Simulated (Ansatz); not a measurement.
Input

```
crystal:
  lattice:
    - [3.3206565896, 0.0, 0.0]
    - [-1.6603282948, 2.8757729638, 0.0]
    - [0.0, 0.0, 15.2519276725]
  atoms:
    - { symbol: W, position: [0.3333333333, 0.6666666667, 0.25] }
    - { symbol: W, position: [0.6666666667, 0.3333333333, 0.75] }
    - { symbol: Se, position: [0.3333333333, 0.6666666667, 0.6399761126] }
    - { symbol: Se, position: [0.6666666667, 0.3333333333, 0.1399761126] }
    - { symbol: Se, position: [0.3333333333, 0.6666666667, 0.8600238874] }
    - { symbol: Se, position: [0.6666666667, 0.3333333333, 0.3600238874] }
basis:
  ecutwfc: 420
kpoints:
  mp_grid: { grid: [12, 12, 2] }
  band_path:
    path:
      - [[0.0, 0.0, 0.0], [0.5, 0.0, 0.0], [0.33333333, 0.33333333, 0.0], [0.0, 0.0, 0.0], [0.0, 0.0, 0.5], [0.5, 0.0, 0.5], [0.33333333, 0.33333333, 0.5], [0.0, 0.0, 0.5]]
      - [[0.5, 0.0, 0.5], [0.5, 0.0, 0.0]]
      - [[0.33333333, 0.33333333, 0.5], [0.33333333, 0.33333333, 0.0]]
    npoints: 14
hamiltonian:
  xc: pbe
scf:
  occupations: { method: gaussian, width: 0.02 }
  n_extra_bands: 15
output:
  forces: true
  stress: true
  eigenvalues: true
  populations: true
  dos: { projected: true, de: 0.02, nscf_kmesh: { grid: [18, 18, 3] } }
  bader: true
  write_density: true
  write_potential: true
  elf: true
  volumetric_format: npy
```

Command:

```sh
ansatz run input.yaml --threads 1 --pin off --max-ram 2560MiB --backend cpu --events-out ev --progress --plain --runs-dir out
```

Below, planes, directions and counts refer to the conventional cell (a = 3.32 Å, b = 3.32 Å, c = 15.25 Å, α = 90.00°, β = 90.00°, γ = 120.00°).

Space group P6₃/mmc; a structure generated by program, which may or may not match a known phase.

Theory: DFT PBE, scalar-relativistic, plane waves, PAW (Ansatz).

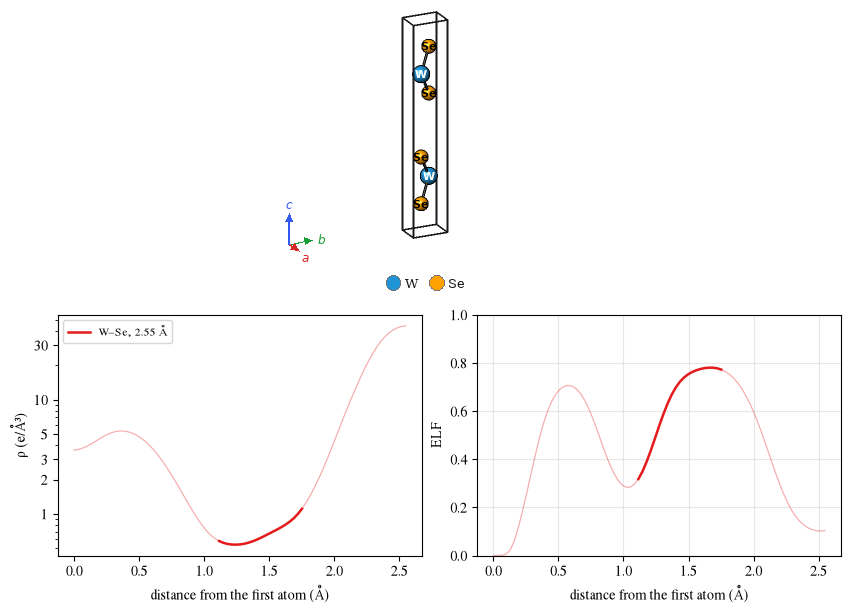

WSe₂. Valence charge density (pseudo) and electron localisation function along straight lines between neighbouring atoms. Thin, pale parts lie inside the atomic spheres. The structure is drawn too.

The density is the valence pseudo-density of a PAW calculation; it isn't the true density close to the nuclei.

What can be read from the curves?

W–Se (2.55 Å): the density is about 0.54 e/Å³ at the midpoint; the ELF is about 0.55 at the midpoint.
